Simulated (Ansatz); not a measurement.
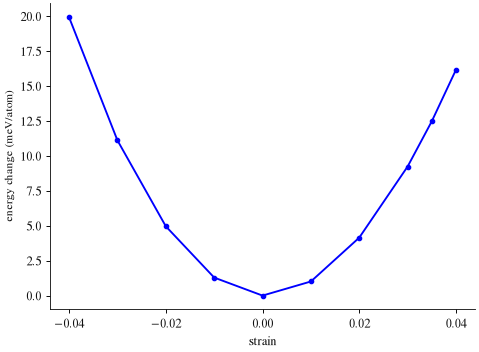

Figure. Energy change against strain for P, space group R-3m (No. 166).

The energy rises on both sides of the starting structure, which is therefore a minimum along this path. The energy change is 19.92 meV/atom at strain −0.040 and 16.17 meV/atom at 0.040; the lowest computed point is at strain 0.000 (0.00 meV/atom). The slope of stress against strain at the start, which at zero pressure is the clamped-ion constant C11, is 261 GPa. The second derivative of tensile stress is −1560 GPa. The tensile stress at start is −0.132 GPa.

Computed with Ansatz 0.2.0: homogeneous strain of a crystal along one Voigt pattern with engineering shear, fractional coordinates fixed, by plane-wave density functional theory with PAW datasets, free energies less that of the undisturbed cell; scalar-relativistic. Level: PBEsol with D3(BJ), no spin polarisation.

- wave cutoff: 420 eV
- k mesh: 24×24×24
- occupations: Gaussian
- smearing width: 0.15 eV
- k shift: (0, 0, 0) (mesh steps)
- start: relaxed
- strain pattern: (1, 0, 0, 0, 0, 0) (xx yy zz yz xz xy with engineering shear)

Starting cell:
```
CELL_PARAMETERS angstrom
1.69670 0.97959 2.77752
-1.69670 0.97959 2.77752
0.00000 -1.95918 2.77752
ATOMIC_POSITIONS crystal
P 0.24129 0.24129 0.24129
P 0.75871 0.75871 0.75871
```
